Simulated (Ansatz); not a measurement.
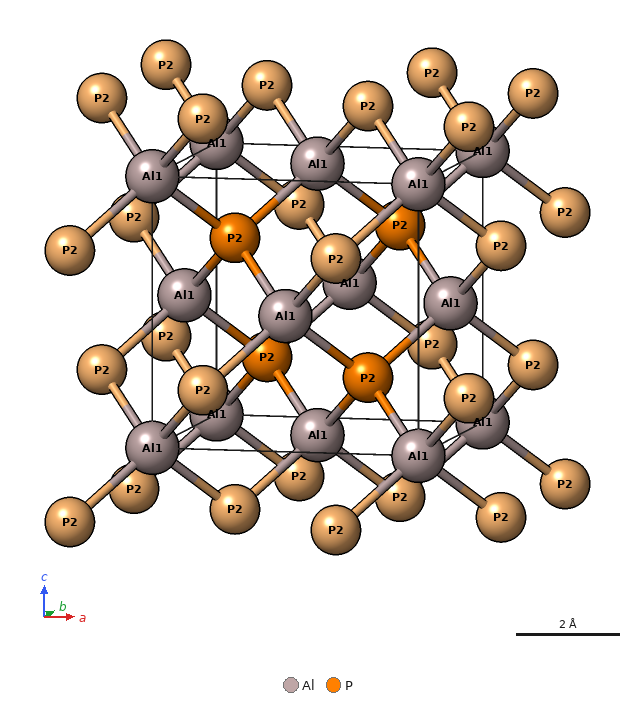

**Figure 1.** The input geometry (ball-and-stick view of the cell 4 times as large as that of the calculation, set on its symmetry axes, seen slightly off an axis; neighbours outside the cell are drawn fainter; atoms are numbered from 1 in the order of the input). Near neighbours in the crystal (not all of them lie inside the picture): Al has 4 P at 2.32 Å; P has 4 Al at 2.32 Å.

# AlP: geometry relaxation (part 1 of 2)

AlP (2 atoms in the cell), computed with DFT r2SCAN+D3(BJ), scalar-relativistic, plane waves, PAW, no spin polarisation (Ansatz 0.2.0).

It belongs to a series of runs on one base structure; here: elastic and piezoelectric constants, atoms relaxed. Figures and captions count atoms from 1; the log counts them from 0 in places.

The program's output:
```
Warning: the engine holds no damping parameters fitted to this dispersion correction and functional, so the run takes those fitted to r2scan beside the three-body term, which d3bj leaves out (hamiltonian.dispersion, under Limitations)
Engine: ansatz 0.2.0, aarch64-unknown-linux-gnu
Pseudopotentials: kind: paw
Pseudopotential: Al, paw, valence charge 3, recommended cutoff 500 eV (meta_gga), Al.paw.azcp
Pseudopotential: P, paw, valence charge 5, recommended cutoff 500 eV (meta_gga), P.paw.azcp
Functional definition: r2SCAN
  parameter k0 = 0.174
  parameter k1 = 0.065
  parameter a1 = 4.9479
  exchange = r2scan_x(k0 = k0, k1 = k1, a1 = a1)
  correlation = r2scan_c
Crystal: 2 atoms, lattice volume = 38.597 Å³
Basis set: ecut = 500 eV, 941 PW (Γ), exchange–correlation on 120×120×120 points (64 copies of the dense FFT grid, shifted against one another)
Bands: 8, of which v1, the nominal top of the filled ones, is band 4 counted from 1 (3 counted from 0)
Symmetry: 24 space group operations
Space group: F-43m (ITA 216), of the structure as read, at distance tolerance 3.4e-5 Å
k-points: 47 of 1000 (time reversal used)
Non-local potential: Al, projectors of the file, l = 0: 2, l = 1: 2, l = 2: 1
Non-local potential: P, projectors of the file, l = 0: 2, l = 1: 2, l = 2: 2
PAW form: soft (Blöchl's): semilocal exchange-correlation on the pseudo side does not see the compensation charge
PAW frozen core: Al, regenerated for the run's functional (the file was generated under x = pbe(κ = 0.804, μ = 0.2195149727645171), c = pbe(β = 0.06672455060314922))
PAW frozen core: P, regenerated for the run's functional (the file was generated under x = pbe(κ = 0.804, μ = 0.2195149727645171), c = pbe(β = 0.06672455060314922))
PAW one-centre angular grid: Al, 302 points (default); XC on 160 Gauss nodes
PAW one-centre angular grid: P, 302 points (default); XC on 160 Gauss nodes
Initial density: superposition of atomic densities (neutral atoms: chi_scale 0, normalization atom), corrected by the library's trained network
Initial wavefunctions: pseudopotential atomic-orbital guess
Functional: x = r2scan, c = r2scan; τ floored in thin density (d = 2e-4 eV/Å³)
SCF iter   1: F=—  HF=-1301.290082 eV  |F-HF|=—  |Δ(HF+E_count)|=         —  Δρ=2.91e-3  dr2=2.61e-3  dr2_τ=1.61e-2  ethr=1.77e-3  ⟨swp⟩=5.1  Hψ=2779  notcnv=0  defer=84
preconditioner: auto → none  [insulator: Δε(μ)=1.747 eV  Ē_g=10.908 eV  n_scr=8 (ndim 8)  ℏωp=16.9 eV  f_vac=0.000  ε∞_Penn≈3.4]
SCF iter   2: F=—  HF=-1301.325468 eV  |F-HF|=—  |Δ(HF+E_count)|=   3.54e-2  Δρ=2.04e-3  dr2=1.26e-3  dr2_τ=1.96e-5  ethr=3.26e-5  ⟨swp⟩=3.3  Hψ=1172  notcnv=0  defer=90
SCF iter   3: F=—  HF=-1301.325601 eV  |F-HF|=—  |Δ(HF+E_count)|=   1.33e-4  Δρ=9.34e-4  dr2=5.63e-4  dr2_τ=7.02e-6  ethr=1.58e-5  ⟨swp⟩=2.6  Hψ=693  notcnv=0  defer=89
SCF iter   4: F=—  HF=-1301.325532 eV  |F-HF|=—  |Δ(HF+E_count)|=   6.88e-5  Δρ=2.14e-4  dr2=2.61e-5  dr2_τ=2.54e-7  ethr=7.03e-6  ⟨swp⟩=2.7  Hψ=652  notcnv=0  defer=86
SCF iter   5: F=—  HF=-1301.325538 eV  |F-HF|=—  |Δ(HF+E_count)|=   5.78e-6  Δρ=3.49e-5  dr2=3.55e-7  dr2_τ=8.89e-9  ethr=3.27e-7  ⟨swp⟩=2.0  Hψ=562  notcnv=0  defer=79
SCF iter   6: F=—  HF=-1301.325538 eV  |F-HF|=—  |Δ(HF+E_count)|=   4.50e-7  Δρ=2.01e-6  dr2=6.68e-10  dr2_τ=5.99e-11  ethr=4.43e-9  ⟨swp⟩=2.8  Hψ=635  notcnv=0  defer=70
SCF iter   7: F=—  HF=-1301.325538 eV  |F-HF|=—  |Δ(HF+E_count)|=   1.66e-9  Δρ=2.57e-7  dr2=1.40e-11  dr2_τ=2.96e-12  ethr=8.35e-12  ⟨swp⟩=2.4  Hψ=615  notcnv=0  defer=70
SCF iter   8: F=—  HF=-1301.325538 eV  |F-HF|=—  |Δ(HF+E_count)|=  2.91e-11  Δρ=6.87e-8  dr2=2.34e-12  dr2_τ=5.13e-14  ethr=1.75e-13 (applied; sched 1.00e-12)  ⟨swp⟩=2.2  Hψ=591  notcnv=0  defer=70
SCF iter   9: F=—  HF=-1301.325538 eV  |F-HF|=—  |Δ(HF+E_count)|=  2.50e-12  Δρ=2.83e-8  dr2=3.58e-13  dr2_τ=2.98e-15  ethr=2.93e-14 (applied; sched 1.00e-12)  ⟨swp⟩=2.3  Hψ=536  notcnv=0  defer=70
SCF iter  10: F=-1301.325538 eV  HF=-1301.325538 eV  |F-HF|=2.27e-13  |Δ(HF+E_count)|=  2.27e-13  Δρ=2.47e-9  dr2=2.88e-15  dr2_τ=3.01e-17  ethr=1.00e-12  ⟨swp⟩=8.3  Hψ=2660  notcnv=0
SCF 1 converged in 10 iterations: F = -1301.325538 eV  dr2 = 2.88e-15
  greatest PAW one-centre occupation: 0.779 electrons in one spin orbital (limit 2), on the P atom at site 1 (counted from 0), in its partial waves of l = 0
Initial density: handed on by an earlier stage of this run
Initial wavefunctions: those handed on with the density
iter 1 solved again at ethr=1.00e-12 eV; its pass at ethr=3.10e-3 eV (dr2=5.43e-15 eV) is discarded
SCF iter   1: F=—  HF=-1301.325538 eV  |F-HF|=—  |Δ(HF+E_count)|=         —  Δρ=2.47e-9  dr2=2.84e-15  dr2_τ=2.91e-17  ethr=1.00e-12  ⟨swp⟩=2.1  Hψ=2788  notcnv=0
preconditioner: auto → none  [insulator: Δε(μ)=1.806 eV  Ē_g=10.900 eV  n_scr=8 (ndim 8)  ℏωp=16.9 eV  f_vac=0.000  ε∞_Penn≈3.4]
SCF iter   2: F=-1301.325538 eV  HF=-1301.325538 eV  |F-HF|=4.55e-13  |Δ(HF+E_count)|=    0.00e0  Δρ=1.10e-9  dr2=3.25e-16  dr2_τ=8.80e-18  ethr=1.00e-12  ⟨swp⟩=4.8  Hψ=1159  notcnv=0
SCF 2 converged in 2 iterations: F = -1301.325538 eV  dr2 = 3.25e-16
Crystal: 2 atoms, lattice volume = 38.520 Å³
Symmetry: 8 space group operations
k-points: 102 of 1000 (time reversal used)
Initial wavefunctions: pseudopotential atomic-orbital guess (no wavefunctions were taken with the density)
iter 1 solved again at ethr=1.65e-6 eV; its pass at ethr=3.10e-3 eV (dr2=1.32e-4 eV) is discarded
SCF iter   1: F=—  HF=-1301.322987 eV  |F-HF|=—  |Δ(HF+E_count)|=         —  Δρ=5.21e-4  dr2=1.45e-4  dr2_τ=1.73e-6  ethr=1.65e-6  ⟨swp⟩=3.5  Hψ=8519  notcnv=0  defer=203
preconditioner: auto → none  [insulator: Δε(μ)=1.781 eV  Ē_g=10.906 eV  n_scr=8 (ndim 8)  ℏωp=16.9 eV  f_vac=0.000  ε∞_Penn≈3.4]
SCF iter   2: F=—  HF=-1301.322950 eV  |F-HF|=—  |Δ(HF+E_count)|=   3.66e-5  Δρ=1.61e-4  dr2=1.04e-5  dr2_τ=1.99e-7  ethr=1.65e-6  ⟨swp⟩=2.4  Hψ=1251  notcnv=0  defer=196
SCF iter   3: F=—  HF=-1301.322949 eV  |F-HF|=—  |Δ(HF+E_count)|=   1.31e-6  Δρ=5.24e-5  dr2=8.02e-7  dr2_τ=2.46e-8  ethr=1.29e-7  ⟨swp⟩=1.7  Hψ=1063  notcnv=0  defer=187
SCF iter   4: F=—  HF=-1301.322949 eV  |F-HF|=—  |Δ(HF+E_count)|=   1.03e-7  Δρ=1.03e-5  dr2=2.13e-8  dr2_τ=4.21e-10  ethr=1.00e-8  ⟨swp⟩=2.2  Hψ=1234  notcnv=0  defer=180
SCF iter   5: F=—  HF=-1301.322949 eV  |F-HF|=—  |Δ(HF+E_count)|=   1.11e-8  Δρ=6.06e-7  dr2=1.84e-10  dr2_τ=1.37e-11  ethr=2.66e-10  ⟨swp⟩=2.8  Hψ=1257  notcnv=0  defer=180
SCF iter   6: F=—  HF=-1301.322949 eV  |F-HF|=—  |Δ(HF+E_count)|=  5.82e-11  Δρ=5.82e-8  dr2=1.51e-12  dr2_τ=7.32e-14  ethr=2.31e-12  ⟨swp⟩=2.3  Hψ=1285  notcnv=0  defer=180
SCF iter   7: F=-1301.322949 eV  HF=-1301.322949 eV  |F-HF|=6.82e-13  |Δ(HF+E_count)|=  2.27e-13  Δρ=8.29e-9  dr2=2.09e-14  dr2_τ=8.35e-16  ethr=1.00e-12  ⟨swp⟩=6.2  Hψ=3086  notcnv=0
SCF 3 converged in 7 iterations: F = -1301.322949 eV  dr2 = 2.09e-14
NSCF: frozen V_eff on 105 k-points
Crystal: 2 atoms, lattice volume = 38.674 Å³
iter 1 solved again at ethr=2.31e-6 eV; its pass at ethr=3.10e-3 eV (dr2=1.85e-4 eV) is discarded
SCF iter   1: F=—  HF=-1301.328012 eV  |F-HF|=—  |Δ(HF+E_count)|=         —  Δρ=5.19e-4  dr2=1.45e-4  dr2_τ=1.73e-6  ethr=2.31e-6  ⟨swp⟩=3.3  Hψ=8404  notcnv=0  defer=202
preconditioner: auto → none  [insulator: Δε(μ)=1.812 eV  Ē_g=10.892 eV  n_scr=8 (ndim 8)  ℏωp=16.9 eV  f_vac=0.000  ε∞_Penn≈3.4]
SCF iter   2: F=—  HF=-1301.327975 eV  |F-HF|=—  |Δ(HF+E_count)|=   3.66e-5  Δρ=1.60e-4  dr2=1.03e-5  dr2_τ=2.05e-7  ethr=1.82e-6  ⟨swp⟩=2.3  Hψ=1241  notcnv=0  defer=198
SCF iter   3: F=—  HF=-1301.327974 eV  |F-HF|=—  |Δ(HF+E_count)|=   1.51e-6  Δρ=5.27e-5  dr2=8.25e-7  dr2_τ=2.54e-8  ethr=1.28e-7  ⟨swp⟩=1.7  Hψ=1067  notcnv=0  defer=182
SCF iter   4: F=—  HF=-1301.327975 eV  |F-HF|=—  |Δ(HF+E_count)|=   1.59e-6  Δρ=1.04e-5  dr2=2.16e-8  dr2_τ=4.21e-10  ethr=1.03e-8  ⟨swp⟩=2.2  Hψ=1232  notcnv=0  defer=169
SCF iter   5: F=—  HF=-1301.327975 eV  |F-HF|=—  |Δ(HF+E_count)|=   1.14e-8  Δρ=6.23e-7  dr2=1.92e-10  dr2_τ=1.38e-11  ethr=2.69e-10  ⟨swp⟩=2.9  Hψ=1258  notcnv=0  defer=169
SCF iter   6: F=—  HF=-1301.327975 eV  |F-HF|=—  |Δ(HF+E_count)|=  6.43e-11  Δρ=6.25e-8  dr2=1.72e-12  dr2_τ=8.22e-14  ethr=2.40e-12  ⟨swp⟩=2.5  Hψ=1318  notcnv=0  defer=168
SCF iter   7: F=-1301.327975 eV  HF=-1301.327975 eV  |F-HF|=2.27e-13  |Δ(HF+E_count)|=    0.00e0  Δρ=8.23e-9  dr2=1.56e-14  dr2_τ=1.89e-15  ethr=1.00e-12  ⟨swp⟩=6.0  Hψ=3028  notcnv=0
SCF 4 converged in 7 iterations: F = -1301.327975 eV  dr2 = 1.56e-14
NSCF: frozen V_eff on 105 k-points
Symmetry: 4 space group operations
k-points: 171 of 1000 (time reversal used)
iter 1 solved again at ethr=1.95e-6 eV; its pass at ethr=3.10e-3 eV (dr2=1.56e-4 eV) is discarded
SCF iter   1: F=—  HF=-1301.325542 eV  |F-HF|=—  |Δ(HF+E_count)|=         —  Δρ=4.84e-4  dr2=1.45e-4  dr2_τ=1.77e-6  ethr=1.95e-6  ⟨swp⟩=3.5  Hψ=14187  notcnv=0  defer=342
preconditioner: auto → none  [insulator: Δε(μ)=1.804 eV  Ē_g=10.899 eV  n_scr=8 (ndim 8)  ℏωp=16.9 eV  f_vac=0.000  ε∞_Penn≈3.4]
SCF iter   2: F=—  HF=-1301.325488 eV  |F-HF|=—  |Δ(HF+E_count)|=   5.40e-5  Δρ=1.56e-4  dr2=1.34e-5  dr2_τ=7.33e-8  ethr=1.81e-6  ⟨swp⟩=2.0  Hψ=1924  notcnv=0  defer=334
SCF iter   3: F=—  HF=-1301.325484 eV  |F-HF|=—  |Δ(HF+E_count)|=   4.11e-6  Δρ=2.17e-5  dr2=1.59e-7  dr2_τ=4.54e-9  ethr=1.67e-7  ⟨swp⟩=2.0  Hψ=2033  notcnv=0  defer=318
SCF iter   4: F=—  HF=-1301.325484 eV  |F-HF|=—  |Δ(HF+E_count)|=   4.14e-7  Δρ=6.01e-6  dr2=9.12e-9  dr2_τ=1.90e-10  ethr=1.99e-9  ⟨swp⟩=2.3  Hψ=1901  notcnv=0  defer=309
SCF iter   5: F=—  HF=-1301.325484 eV  |F-HF|=—  |Δ(HF+E_count)|=   6.68e-9  Δρ=9.29e-7  dr2=2.06e-10  dr2_τ=6.41e-12  ethr=1.14e-10  ⟨swp⟩=2.1  Hψ=2046  notcnv=0  defer=309
SCF iter   6: F=—  HF=-1301.325484 eV  |F-HF|=—  |Δ(HF+E_count)|=  3.43e-11  Δρ=1.39e-7  dr2=1.27e-11  dr2_τ=2.33e-13  ethr=2.57e-12  ⟨swp⟩=2.6  Hψ=2088  notcnv=0  defer=309
SCF iter   7: F=—  HF=-1301.325484 eV  |F-HF|=—  |Δ(HF+E_count)|=  5.46e-12  Δρ=5.19e-8  dr2=1.41e-12  dr2_τ=2.94e-14  ethr=1.58e-13 (applied; sched 1.00e-12)  ⟨swp⟩=2.6  Hψ=2062  notcnv=0  defer=309
SCF iter   8: F=-1301.325484 eV  HF=-1301.325484 eV  |F-HF|=2.27e-13  |Δ(HF+E_count)|=  4.55e-13  Δρ=8.32e-9  dr2=2.46e-14  dr2_τ=4.32e-16  ethr=1.00e-12  ⟨swp⟩=4.0  Hψ=5726  notcnv=0
SCF 5 converged in 8 iterations: F = -1301.325484 eV  dr2 = 2.46e-14
relax step   1: F+E_penalty+E_count = -1301.32548415 eV  Δ(F+E_penalty+E_count) = +0.000e0 eV  max|allowed force component| = 2.182e-2 eV/Å  Δτ_max = 0.0000 Å  (8 SCF iters, accepted)
iter 1 solved again at ethr=1.10e-8 eV; its pass at ethr=3.10e-3 eV (dr2=8.77e-7 eV) is discarded
SCF iter   1: F=—  HF=-1301.325501 eV  |F-HF|=—  |Δ(HF+E_count)|=         —  Δρ=4.82e-5  dr2=9.77e-7  dr2_τ=4.96e-7  ethr=1.10e-8  ⟨swp⟩=2.5  Hψ=10141  notcnv=0  defer=280
preconditioner: auto → none  [insulator: Δε(μ)=1.798 eV  Ē_g=10.900 eV  n_scr=8 (ndim 8)  ℏωp=16.9 eV  f_vac=0.000  ε∞_Penn≈3.4]
SCF iter   2: F=—  HF=-1301.325501 eV  |F-HF|=—  |Δ(HF+E_count)|=   1.21e-7  Δρ=2.17e-5  dr2=1.19e-7  dr2_τ=2.92e-9  ethr=1.10e-8  ⟨swp⟩=2.4  Hψ=2045  notcnv=0  defer=280
SCF iter   3: F=—  HF=-1301.325501 eV  |F-HF|=—  |Δ(HF+E_count)|=   4.91e-8  Δρ=5.95e-6  dr2=8.49e-9  dr2_τ=1.27e-10  ethr=1.48e-9  ⟨swp⟩=1.9  Hψ=1793  notcnv=0  defer=280
SCF iter   4: F=—  HF=-1301.325501 eV  |F-HF|=—  |Δ(HF+E_count)|=   5.61e-9  Δρ=2.68e-7  dr2=1.55e-11  dr2_τ=7.84e-13  ethr=1.06e-10  ⟨swp⟩=2.1  Hψ=2021  notcnv=0  defer=280
SCF iter   5: F=—  HF=-1301.325501 eV  |F-HF|=—  |Δ(HF+E_count)|=  2.18e-11  Δρ=3.31e-8  dr2=1.53e-13  dr2_τ=1.48e-14  ethr=1.94e-13 (applied; sched 1.00e-12)  ⟨swp⟩=2.2  Hψ=2101  notcnv=0  defer=280
SCF iter   6: F=-1301.325501 eV  HF=-1301.325501 eV  |F-HF|=6.82e-13  |Δ(HF+E_count)|=  6.82e-13  Δρ=4.82e-9  dr2=7.85e-15  dr2_τ=2.86e-16  ethr=1.00e-12  ⟨swp⟩=5.2  Hψ=4650  notcnv=0
SCF 6 converged in 6 iterations: F = -1301.325501 eV  dr2 = 7.85e-15
relax step   2: F+E_penalty+E_count = -1301.32550118 eV  Δ(F+E_penalty+E_count) = -1.703e-5 eV  max|allowed force component| = 8.353e-3 eV/Å  Δτ_max = 0.0006 Å  (6 SCF iters, accepted)
SCF iter   1: F=—  HF=-1301.325504 eV  |F-HF|=—  |Δ(HF+E_count)|=         —  Δρ=2.98e-5  dr2=3.73e-7  dr2_τ=1.90e-7  ethr=4.70e-8  ⟨swp⟩=4.0  Hψ=7852  notcnv=0  defer=342
preconditioner: auto → none  [insulator: Δε(μ)=1.795 eV  Ē_g=10.900 eV  n_scr=8 (ndim 8)  ℏωp=16.9 eV  f_vac=0.000  ε∞_Penn≈3.4]
SCF iter   2: F=—  HF=-1301.325504 eV  |F-HF|=—  |Δ(HF+E_count)|=   3.15e-7  Δρ=1.34e-5  dr2=4.59e-8  dr2_τ=1.08e-9  ethr=4.66e-9  ⟨swp⟩=2.1  Hψ=3191  notcnv=0  defer=230
SCF iter   3: F=—  HF=-1301.325504 eV  |F-HF|=—  |Δ(HF+E_count)|=   1.92e-8  Δρ=3.66e-6  dr2=3.18e-9  dr2_τ=4.51e-11  ethr=5.74e-10  ⟨swp⟩=2.0  Hψ=1885  notcnv=0  defer=230
SCF iter   4: F=—  HF=-1301.325504 eV  |F-HF|=—  |Δ(HF+E_count)|=   2.10e-9  Δρ=1.39e-7  dr2=4.88e-12  dr2_τ=1.18e-13  ethr=3.97e-11  ⟨swp⟩=2.1  Hψ=2045  notcnv=0  defer=230
SCF iter   5: F=-1301.325504 eV  HF=-1301.325504 eV  |F-HF|=2.27e-13  |Δ(HF+E_count)|=  6.14e-12  Δρ=2.06e-8  dr2=9.76e-14  dr2_τ=5.92e-15  ethr=1.00e-12  ⟨swp⟩=4.7  Hψ=6313  notcnv=0
SCF 7 converged in 5 iterations: F = -1301.325504 eV  dr2 = 9.76e-14
relax step   3: F+E_penalty+E_count = -1301.32550411 eV  Δ(F+E_penalty+E_count) = -2.926e-6 eV  max|allowed force component| = 1.959e-7 eV/Å  Δτ_max = 0.0004 Å  (5 SCF iters, accepted)
iter 1 solved again at ethr=1.00e-12 eV; its pass at ethr=3.10e-3 eV (dr2=9.12e-14 eV) is discarded
SCF iter   1: F=—  HF=-1301.325504 eV  |F-HF|=—  |Δ(HF+E_count)|=         —  Δρ=2.06e-8  dr2=9.76e-14  dr2_τ=5.93e-15  ethr=1.00e-12  ⟨swp⟩=2.3  Hψ=10217  notcnv=0  defer=187
preconditioner: auto → none  [insulator: Δε(μ)=1.796 eV  Ē_g=10.900 eV  n_scr=8 (ndim 8)  ℏωp=16.9 eV  f_vac=0.000  ε∞_Penn≈3.4]
SCF iter   2: F=-1301.325504 eV  HF=-1301.325504 eV  |F-HF|=0.00e0  |Δ(HF+E_count)|=  4.55e-13  Δρ=1.01e-8  dr2=1.36e-14  dr2_τ=1.23e-15  ethr=1.00e-12  ⟨swp⟩=5.0  Hψ=4501  notcnv=0
SCF 8 converged in 2 iterations: F = -1301.325504 eV  dr2 = 1.36e-14
NSCF: frozen V_eff on 174 k-points
iter 1 solved again at ethr=1.95e-6 eV; its pass at ethr=3.10e-3 eV (dr2=1.56e-4 eV) is discarded
SCF iter   1: F=—  HF=-1301.325542 eV  |F-HF|=—  |Δ(HF+E_count)|=         —  Δρ=4.83e-4  dr2=1.45e-4  dr2_τ=1.77e-6  ethr=1.95e-6  ⟨swp⟩=3.5  Hψ=14209  notcnv=0  defer=342
SCF iter   2: F=—  HF=-1301.325489 eV  |F-HF|=—  |Δ(HF+E_count)|=   5.38e-5  Δρ=1.56e-4  dr2=1.34e-5  dr2_τ=7.30e-8  ethr=1.81e-6  ⟨swp⟩=2.0  Hψ=1921  notcnv=0  defer=330
SCF iter   3: F=—  HF=-1301.325484 eV  |F-HF|=—  |Δ(HF+E_count)|=   4.48e-6  Δρ=2.17e-5  dr2=1.59e-7  dr2_τ=4.50e-9  ethr=1.67e-7  ⟨swp⟩=2.0  Hψ=2033  notcnv=0  defer=317
SCF iter   4: F=—  HF=-1301.325484 eV  |F-HF|=—  |Δ(HF+E_count)|=   1.11e-7  Δρ=5.99e-6  dr2=9.06e-9  dr2_τ=1.88e-10  ethr=1.98e-9  ⟨swp⟩=2.3  Hψ=1886  notcnv=0  defer=310
SCF iter   5: F=—  HF=-1301.325484 eV  |F-HF|=—  |Δ(HF+E_count)|=   6.69e-9  Δρ=9.33e-7  dr2=2.08e-10  dr2_τ=6.48e-12  ethr=1.13e-10  ⟨swp⟩=2.1  Hψ=2044  notcnv=0  defer=310
SCF iter   6: F=—  HF=-1301.325484 eV  |F-HF|=—  |Δ(HF+E_count)|=  3.57e-11  Δρ=1.41e-7  dr2=1.30e-11  dr2_τ=2.43e-13  ethr=2.60e-12  ⟨swp⟩=2.6  Hψ=2087  notcnv=0  defer=310
SCF iter   7: F=—  HF=-1301.325484 eV  |F-HF|=—  |Δ(HF+E_count)|=  4.09e-12  Δρ=5.33e-8  dr2=1.47e-12  dr2_τ=3.08e-14  ethr=1.63e-13 (applied; sched 1.00e-12)  ⟨swp⟩=2.6  Hψ=2063  notcnv=0  defer=310
SCF iter   8: F=-1301.325484 eV  HF=-1301.325484 eV  |F-HF|=9.09e-13  |Δ(HF+E_count)|=  2.27e-13  Δρ=8.26e-9  dr2=2.41e-14  dr2_τ=4.21e-16  ethr=1.00e-12  ⟨swp⟩=4.0  Hψ=5729  notcnv=0
SCF 9 converged in 8 iterations: F = -1301.325484 eV  dr2 = 2.41e-14
relax step   1: F+E_penalty+E_count = -1301.32548415 eV  Δ(F+E_penalty+E_count) = +0.000e0 eV  max|allowed force component| = 2.182e-2 eV/Å  Δτ_max = 0.0000 Å  (8 SCF iters, accepted)
iter 1 solved again at ethr=1.10e-8 eV; its pass at ethr=3.10e-3 eV (dr2=8.77e-7 eV) is discarded
SCF iter   1: F=—  HF=-1301.325501 eV  |F-HF|=—  |Δ(HF+E_count)|=         —  Δρ=4.82e-5  dr2=9.77e-7  dr2_τ=4.96e-7  ethr=1.10e-8  ⟨swp⟩=2.6  Hψ=10144  notcnv=0  defer=285
SCF iter   2: F=—  HF=-1301.325501 eV  |F-HF|=—  |Δ(HF+E_count)|=   1.21e-7  Δρ=2.17e-5  dr2=1.19e-7  dr2_τ=2.92e-9  ethr=1.10e-8  ⟨swp⟩=2.4  Hψ=2045  notcnv=0  defer=285
SCF iter   3: F=—  HF=-1301.325501 eV  |F-HF|=—  |Δ(HF+E_count)|=   4.91e-8  Δρ=5.95e-6  dr2=8.49e-9  dr2_τ=1.27e-10  ethr=1.48e-9  ⟨swp⟩=1.9  Hψ=1793  notcnv=0  defer=285
SCF iter   4: F=—  HF=-1301.325501 eV  |F-HF|=—  |Δ(HF+E_count)|=   5.59e-9  Δρ=2.66e-7  dr2=1.51e-11  dr2_τ=7.64e-13  ethr=1.06e-10  ⟨swp⟩=2.1  Hψ=2027  notcnv=0  defer=285
SCF iter   5: F=—  HF=-1301.325501 eV  |F-HF|=—  |Δ(HF+E_count)|=  2.25e-11  Δρ=3.33e-8  dr2=1.52e-13  dr2_τ=1.49e-14  ethr=1.89e-13 (applied; sched 1.00e-12)  ⟨swp⟩=2.1  Hψ=2099  notcnv=0  defer=285
SCF iter   6: F=-1301.325501 eV  HF=-1301.325501 eV  |F-HF|=4.55e-13  |Δ(HF+E_count)|=  6.82e-13  Δρ=4.35e-9  dr2=5.19e-15  dr2_τ=2.09e-16  ethr=1.00e-12  ⟨swp⟩=5.2  Hψ=4632  notcnv=0
SCF 10 converged in 6 iterations: F = -1301.325501 eV  dr2 = 5.19e-15
relax step   2: F+E_penalty+E_count = -1301.32550118 eV  Δ(F+E_penalty+E_count) = -1.703e-5 eV  max|allowed force component| = 8.353e-3 eV/Å  Δτ_max = 0.0006 Å  (6 SCF iters, accepted)
```
